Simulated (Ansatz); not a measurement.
Run report: W₁₆S, geometry relaxation (part 2 of 2)

The same run, continued: W₁₆S (slab, 17 atoms in the cell); DFT PBE, scalar-relativistic, plane waves, PAW, PAW set soft_1, no spin polarisation (Ansatz 0.2.0); cutoff 420 eV, 4×4×1 k-mesh, Gaussian smearing of 0.1 eV. The structure derives from an entry of the Crystallography Open Database. The input holds or restrains some coordinates. Forces given for the steps count only the free coordinates.

Geometry of the input (Å; fractional positions):
```
6.3674  0.0000  0.0000
0.0000  6.3674  0.0000
0.0000  0.0000  20.1426
W  0.2500  0.2500  0.1986
W  0.2500  0.7500  0.1986
W  0.7500  0.2500  0.1986
W  0.7500  0.7500  0.1986
W  0.0000  0.0000  0.2776
W  0.0000  0.5000  0.2776
W  0.5000  0.0000  0.2776
W  0.5000  0.5000  0.2776
W  0.2500  0.2500  0.3599
W  0.2500  0.7500  0.3599
W  0.7500  0.2500  0.3599
W  0.7500  0.7500  0.3599
W  0.0000  0.0000  0.4291
W  0.0000  0.5000  0.4291
W  0.5000  0.0000  0.4291
W  0.5000  0.5000  0.4291
S  0.0000  0.1875  0.5235
```

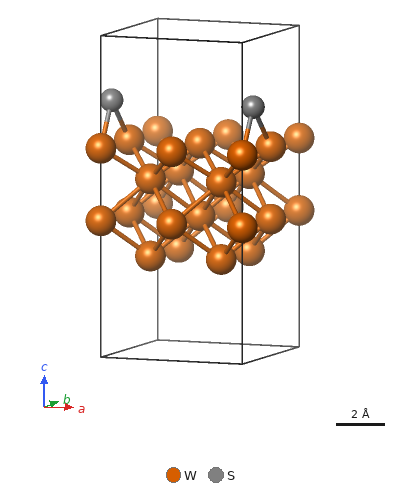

Figure 1. The geometry at step 2 of the log (ball-and-stick view of the cell of the calculation, with the vacuum cut short, seen slightly off an axis).

**Output, continued**
```
  k-point 0: bands = ["-69.6237", "-69.5652", "-69.5567", "-69.5499", "-69.5469", "-69.5429", "-69.5332", "-69.5167", "-69.4851", "-69.4754", "-69.4712", "-69.4625", "-69.4525", "-69.4404", "-69.4299", "-69.3667", "-34.3880", "-34.3778", "-34.3776", "-34.3726", "-34.3255", "-34.3238", "-34.0700", "-34.0665", "-34.0505", "-34.0320", "-34.0319", "-34.0249", "-34.0241", "-34.0163", "-33.9779", "-33.9762", "-33.8606", "-33.8577", "-33.7889", "-33.7860", "-33.7484", "-33.6787", "-33.6713", "-33.6652", "-33.6632", "-33.6287", "-33.6239", "-33.6108", "-33.6080", "-33.5601", "-33.5589", "-33.5483", "-33.5432", "-33.5357", "-33.5332", "-33.5108", "-33.5074", "-33.4244", "-33.4240", "-33.3675", "-33.3058", "-33.3005", "-33.2524", "-33.2461", "-33.2282", "-33.2213", "-33.2040", "-33.2004", "-8.3249", "-4.0260", "-1.6881", "-1.2711", "-1.2689", "-1.1327", "-1.1080", "-0.8365", "-0.8115", "-0.6570", "-0.3785", "-0.1501", "-0.0947", "0.3272", "0.3298", "0.3341", "0.7440", "0.7937", "0.8934", "1.1428", "1.1438", "1.3245", "1.5415", "1.5658", "1.6477", "1.6627", "1.7165", "1.7469", "1.8464", "1.8729", "1.9469", "2.2615", "2.3938", "2.5106", "2.9567", "3.0945", "3.4410", "3.4463", "3.4473", "3.4630", "3.5694", "3.6052", "3.6611", "3.6729", "3.9136", "3.9211", "3.9821", "4.0101", "4.0993", "4.1867", "4.4665", "4.5658", "4.6145", "4.9060", "5.0435", "5.1751", "5.1854", "5.3914", "5.4074", "5.7211", "5.7402", "5.8661", "6.0158", "6.0361", "6.1012", "6.2103", "6.3612", "6.5583", "6.7369", "6.7676", "6.8221", "6.8742", "6.9405", "6.9490"]
  k-point 1: bands = ["-69.6170", "-69.5776", "-69.5513", "-69.5491", "-69.5463", "-69.5396", "-69.5338", "-69.5168", "-69.4943", "-69.4840", "-69.4752", "-69.4557", "-69.4481", "-69.4407", "-69.4174", "-69.3723", "-34.3622", "-34.3578", "-34.3447", "-34.3314", "-34.2930", "-34.2834", "-34.1529", "-34.1003", "-34.0758", "-34.0711", "-34.0613", "-34.0183", "-34.0031", "-33.9934", "-33.9696", "-33.9585", "-33.9066", "-33.8337", "-33.8280", "-33.7811", "-33.7629", "-33.7393", "-33.7051", "-33.7030", "-33.6957", "-33.6633", "-33.6244", "-33.6072", "-33.6060", "-33.5976", "-33.5185", "-33.5182", "-33.5034", "-33.4969", "-33.4750", "-33.4648", "-33.4582", "-33.4475", "-33.4271", "-33.3330", "-33.3181", "-33.2894", "-33.2644", "-33.2510", "-33.2495", "-33.2284", "-33.2249", "-33.2068", "-8.3163", "-3.7039", "-1.7855", "-1.4940", "-1.0194", "-0.9324", "-0.8117", "-0.6717", "-0.5938", "-0.4999", "-0.3034", "-0.1603", "0.0068", "0.3116", "0.3482", "0.4676", "0.6553", "0.7450", "0.9326", "1.0163", "1.0808", "1.3588", "1.4147", "1.5316", "1.5717", "1.6357", "1.6982", "1.7987", "1.8725", "1.9139", "1.9963", "2.0148", "2.3892", "2.7583", "2.8174", "2.8642", "2.9291", "3.0383", "3.2445", "3.5230", "3.5864", "3.5998", "3.7039", "3.7209", "3.7585", "3.8524", "3.9775", "4.1205", "4.2043", "4.2896", "4.3139", "4.3454", "4.3952", "4.5368", "4.7787", "4.7846", "5.0681", "5.2230", "5.2767", "5.6429", "5.7292", "5.7599", "5.8367", "5.9438", "6.0577", "6.0715", "6.1424", "6.2294", "6.2335", "6.3307", "6.3354", "6.4623", "6.7072", "6.7298"]
  k-point 2: bands = ["-69.6016", "-69.5967", "-69.5500", "-69.5457", "-69.5394", "-69.5374", "-69.5345", "-69.5263", "-69.5015", "-69.4856", "-69.4749", "-69.4544", "-69.4472", "-69.4410", "-69.4004", "-69.3825", "-34.3339", "-34.3309", "-34.2693", "-34.2650", "-34.2352", "-34.2273", "-34.1940", "-34.1788", "-34.1663", "-34.1631", "-34.0604", "-34.0565", "-34.0002", "-33.9925", "-33.9266", "-33.9170", "-33.9136", "-33.8951", "-33.7941", "-33.7928", "-33.7745", "-33.7280", "-33.7248", "-33.7211", "-33.7056", "-33.7005", "-33.6867", "-33.6722", "-33.5963", "-33.5913", "-33.5136", "-33.5004", "-33.4718", "-33.4661", "-33.4538", "-33.4458", "-33.4030", "-33.3920", "-33.3515", "-33.3423", "-33.3331", "-33.3090", "-33.2963", "-33.2684", "-33.2637", "-33.2620", "-33.2231", "-33.2032", "-8.3078", "-2.8605", "-2.8084", "-1.1761", "-1.0990", "-0.4059", "-0.3723", "-0.2950", "-0.2763", "-0.2744", "-0.2601", "0.0769", "0.1407", "0.2299", "0.2852", "0.3425", "0.4695", "0.5344", "0.5683", "0.6823", "1.1287", "1.1768", "1.3076", "1.5204", "1.5636", "1.9067", "1.9551", "1.9569", "2.0356", "2.0906", "2.1610", "2.1770", "2.3394", "2.4001", "2.5007", "2.5272", "2.8174", "2.9275", "3.0455", "3.1351", "3.1817", "3.4267", "3.4665", "3.4762", "3.6689", "3.7513", "4.0149", "4.0210", "4.0542", "4.0814", "4.0868", "4.1696", "4.1834", "4.8211", "4.9038", "5.0005", "5.0194", "5.0636", "5.1806", "5.2746", "5.4096", "5.5306", "5.5987", "5.7322", "5.9105", "5.9736", "6.0269", "6.0385", "6.2931", "6.4941", "6.5391", "6.5518", "6.5563", "6.6113"]
  k-point 8: bands = ["-69.5914", "-69.5886", "-69.5719", "-69.5595", "-69.5333", "-69.5271", "-69.5265", "-69.5151", "-69.5045", "-69.5001", "-69.4825", "-69.4797", "-69.4262", "-69.4174", "-69.4051", "-69.3901", "-34.2258", "-34.2157", "-34.2140", "-34.2132", "-34.2041", "-34.2010", "-34.1935", "-34.1934", "-34.1257", "-34.1222", "-34.1133", "-34.1069", "-34.0100", "-34.0072", "-34.0036", "-33.9998", "-33.9240", "-33.9169", "-33.9127", "-33.9100", "-33.7941", "-33.7894", "-33.7792", "-33.7715", "-33.6698", "-33.6596", "-33.6497", "-33.6472", "-33.5127", "-33.5092", "-33.5067", "-33.5003", "-33.4890", "-33.4838", "-33.4753", "-33.4742", "-33.4020", "-33.3946", "-33.3819", "-33.3659", "-33.3058", "-33.2938", "-33.2911", "-33.2865", "-33.2373", "-33.2213", "-33.2111", "-33.2092", "-8.3043", "-1.8427", "-1.7910", "-1.7743", "-1.7539", "-0.2173", "-0.1057", "0.0162", "0.0410", "0.2752", "0.3389", "0.5158", "0.7111", "0.7263", "0.7437", "0.7465", "0.7784", "0.9255", "0.9377", "0.9379", "0.9621", "1.1124", "1.2751", "1.3840", "1.5187", "1.5240", "1.5290", "1.5620", "1.5646", "1.6376", "1.8055", "1.8288", "1.8312", "1.8468", "2.1490", "2.2082", "2.3525", "2.3538", "2.3622", "2.4316", "2.7408", "2.7741", "2.8133", "3.1325", "3.4476", "3.4682", "3.4968", "3.5323", "4.0477", "4.1092", "4.1547", "4.1760", "4.1934", "4.2091", "4.2570", "4.4817", "4.6374", "4.8371", "4.9236", "5.2052", "5.3593", "5.5890", "5.6426", "5.7309", "5.7478", "5.8478", "6.3205", "6.5789", "6.6885", "6.6904", "6.7047", "6.7166", "6.7181", "6.7730"]
--- Relaxed structure (3 steps of the walk, 3 accepted, 0 SCFs on fresh bases) ---
  F+E_penalty+E_count = -167057.97011920 eV   max|allowed force component| = 1.800e-2 eV/Å
  atoms:
    - { symbol: W, position: [0.25, 0.25, 0.1985843164] }
    - { symbol: W, position: [0.25, 0.7499999999999999, 0.1985843164] }
    - { symbol: W, position: [0.7499999999999999, 0.25, 0.1985843164] }
    - { symbol: W, position: [0.7499999999999999, 0.7499999999999999, 0.1985843164] }
    - { symbol: W, position: [0.0, 0.0, 0.2776134068] }
    - { symbol: W, position: [0.0, 0.5, 0.2776134068] }
    - { symbol: W, position: [0.5, 0.0, 0.2776134068] }
    - { symbol: W, position: [0.5, 0.5, 0.2776134068] }
    - { symbol: W, position: [0.25, 0.25, 0.3599451808] }
    - { symbol: W, position: [0.25, 0.7499999999999999, 0.3599451808] }
    - { symbol: W, position: [0.7499999999999999, 0.25, 0.3599451808] }
    - { symbol: W, position: [0.7499999999999999, 0.7499999999999999, 0.3599451808] }
    - { symbol: W, position: [0.0, 0.0, 0.4290700903] }
    - { symbol: W, position: [0.0, 0.5, 0.4290700903] }
    - { symbol: W, position: [0.5, 0.0, 0.4290700903] }
    - { symbol: W, position: [0.5, 0.5, 0.4290700903] }
    - { symbol: S, position: [0.0, 0.18749999999999997, 0.5229845135912965] }
```

**Trajectory as extended XYZ (Å, eV, eV/Å), 3 frames, from step=1 to step=3**
```
17
Lattice="6.3674 0.0000 0.0000 0.0000 6.3674 0.0000 0.0000 0.0000 20.1426" Properties=species:S:1:pos:R:3:forces:R:3 step=1 energy=-167057.96963
W     1.5918    1.5918    4.0000    0.0138   0.0052   2.1333
W     1.5918    4.7755    4.0000    0.0635  -0.0248   2.1057
W     4.7755    1.5918    4.0000   -0.0138   0.0052   2.1333
W     4.7755    4.7755    4.0000   -0.0635  -0.0248   2.1057
W     0.0000    0.0000    5.5918    0.0000  -0.0184  -2.1688
W     0.0000    3.1837    5.5918    0.0000   0.0163  -2.0441
W     3.1837    0.0000    5.5918    0.0000  -0.0204  -2.1048
W     3.1837    3.1837    5.5918    0.0000   0.0590  -2.3538
W     1.5918    1.5918    7.2502    0.5265   0.2523  -0.6955
W     1.5918    4.7755    7.2502    0.8021  -0.3761  -0.3155
W     4.7755    1.5918    7.2502   -0.5265   0.2523  -0.6955
W     4.7755    4.7755    7.2502   -0.8021  -0.3761  -0.3155
W     0.0000    0.0000    8.6426    0.0000   0.1060   1.4838
W     0.0000    3.1837    8.6426    0.0000  -0.6265   1.3457
W     3.1837    0.0000    8.6426    0.0000  -0.0573  -0.2618
W     3.1837    3.1837    8.6426    0.0000  -0.0687  -0.2328
S     0.0000    1.1939   10.5437    0.0000   0.8968  -0.1191
17
Lattice="6.3674 0.0000 0.0000 0.0000 6.3674 0.0000 0.0000 0.0000 20.1426" Properties=species:S:1:pos:R:3:forces:R:3 step=2 energy=-167057.97012
W     1.5918    1.5918    4.0000    0.0135   0.0051   2.1343
W     1.5918    4.7755    4.0000    0.0643  -0.0250   2.1069
W     4.7755    1.5918    4.0000   -0.0135   0.0051   2.1343
W     4.7755    4.7755    4.0000   -0.0643  -0.0250   2.1069
W     0.0000    0.0000    5.5918    0.0000  -0.0191  -2.1698
W     0.0000    3.1837    5.5918    0.0000   0.0167  -2.0455
W     3.1837    0.0000    5.5918    0.0000  -0.0206  -2.1047
W     3.1837    3.1837    5.5918    0.0000   0.0596  -2.3548
W     1.5918    1.5918    7.2502    0.5326   0.2536  -0.6997
W     1.5918    4.7755    7.2502    0.8073  -0.3787  -0.3177
W     4.7755    1.5918    7.2502   -0.5326   0.2536  -0.6997
W     4.7755    4.7755    7.2502   -0.8073  -0.3787  -0.3177
W     0.0000    0.0000    8.6426    0.0000   0.0443   1.3782
W     0.0000    3.1837    8.6426    0.0000  -0.6237   1.3346
W     3.1837    0.0000    8.6426    0.0000  -0.0597  -0.2658
W     3.1837    3.1837    8.6426    0.0000  -0.0682  -0.2368
S     0.0000    1.1939   10.5343    0.0000   0.9609   0.0177
17
Lattice="6.3674 0.0000 0.0000 0.0000 6.3674 0.0000 0.0000 0.0000 20.1426" Properties=species:S:1:pos:R:3:forces:R:3 step=3 energy=-167057.97012
W     1.5918    1.5918    4.0000    0.0134   0.0050   2.1342
W     1.5918    4.7755    4.0000    0.0642  -0.0250   2.1069
W     4.7755    1.5918    4.0000   -0.0134   0.0050   2.1342
W     4.7755    4.7755    4.0000   -0.0642  -0.0250   2.1069
W     0.0000    0.0000    5.5918    0.0000  -0.0192  -2.1699
W     0.0000    3.1837    5.5918    0.0000   0.0167  -2.0455
W     3.1837    0.0000    5.5918    0.0000  -0.0208  -2.1047
W     3.1837    3.1837    5.5918    0.0000   0.0597  -2.3546
W     1.5918    1.5918    7.2502    0.5327   0.2536  -0.6998
W     1.5918    4.7755    7.2502    0.8074  -0.3787  -0.3178
W     4.7755    1.5918    7.2502   -0.5327   0.2536  -0.6998
W     4.7755    4.7755    7.2502   -0.8074  -0.3787  -0.3178
W     0.0000    0.0000    8.6426    0.0000   0.0441   1.3780
W     0.0000    3.1837    8.6426    0.0000  -0.6237   1.3346
W     3.1837    0.0000    8.6426    0.0000  -0.0597  -0.2658
W     3.1837    3.1837    8.6426    0.0000  -0.0682  -0.2369
S     0.0000    1.1939   10.5343    0.0000   0.9611   0.0180
```

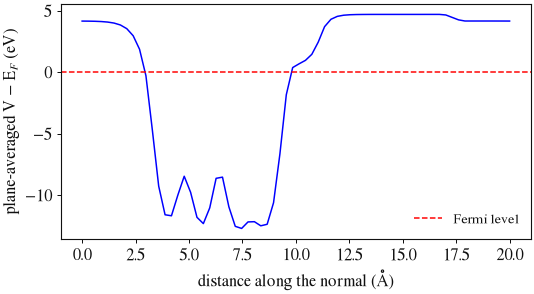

Figure 2. Plane average of the electrostatic potential energy of an electron across the cell, from the Fermi level. The vacuum level lies 4.69 eV above the Fermi level on the upper side and 4.16 eV on the lower.

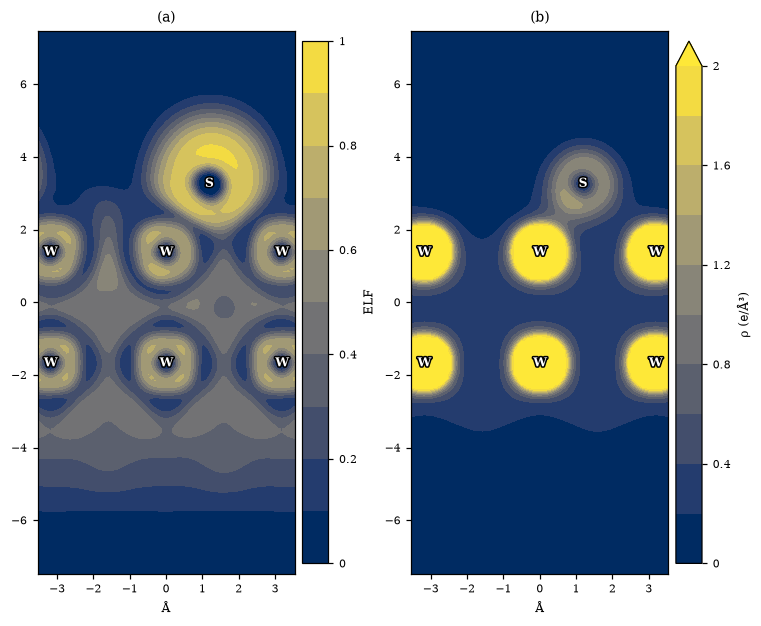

Figure 3. (a) electron localisation function; (b) valence electron density on the (100) plane of the calculation cell, a cut from vacuum to vacuum. The section cuts through W and S sites. W–S (2.24 Å): the density is about 0.86 e/Å³ at the midpoint; the ELF is about 0.45 at the midpoint. The density dies away to nearly zero in the vacuum. The strong features right at W lie inside the PAW spheres (semicore, d or f shells) and say nothing about bonding. In a PAW calculation such maps are meaningful between the atoms, not at the nuclei.

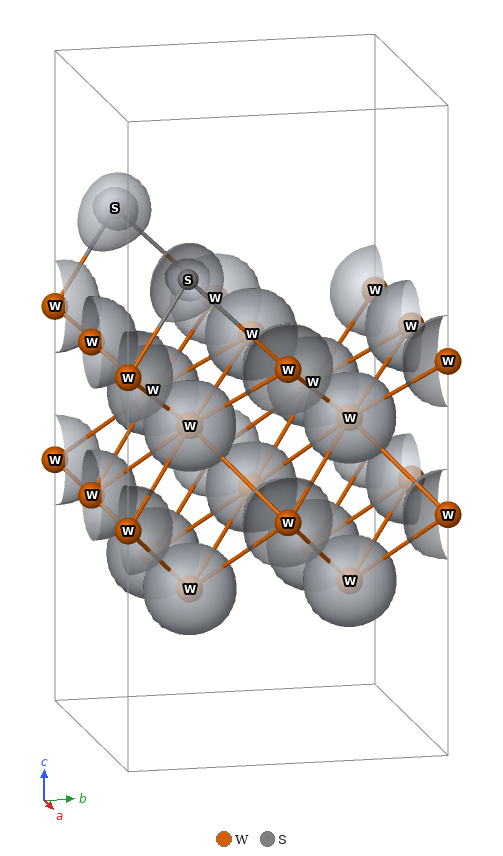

Figure 4. Isosurface of the valence electron density at 1 e/Å³ (grey), seen slightly off an axis. Sticks mark near contacts. At this value the density breaks into separate islands; it holds about 60 % of the electrons treated as valence (semicore included). It is pinched off along the W–S (2.24 Å), W–W (2.65 Å) and W–W (2.76 Å) contacts. On the grid the lowest density along these lines, outside the cores, is 0.86 e/Å³ (W–S, 2.24 Å), 0.51 e/Å³ (W–W, 2.65 Å) and 0.43 e/Å³ (W–W, 2.76 Å).

**Key numbers**

| quantity | value |
| --- | --- |
| outcome | converged under the restraints of the input |
| electrons treated | 230 |
| free energy | −167057.9701 eV |
| work function, top face | 4.69 eV |
| work function, bottom face | 4.16 eV |
| Fermi energy | 4.211 eV |
| gap on the k-point mesh | none (metallic) |
| final volume | 816.66 Å³ |
| work function (upper face) | 4.69 eV |
| largest force (length of the vector) at the end, held atoms and coordinates included | 2.355 eV/Å |
| wall time | 66 s (CPU time 4.2 min) |
| peak memory | 2.6 GiB |

**Notes**

Warnings of the run: the exchange-correlation potential is rough where the density is thin. Spin–orbit coupling is left out, which matters for W.
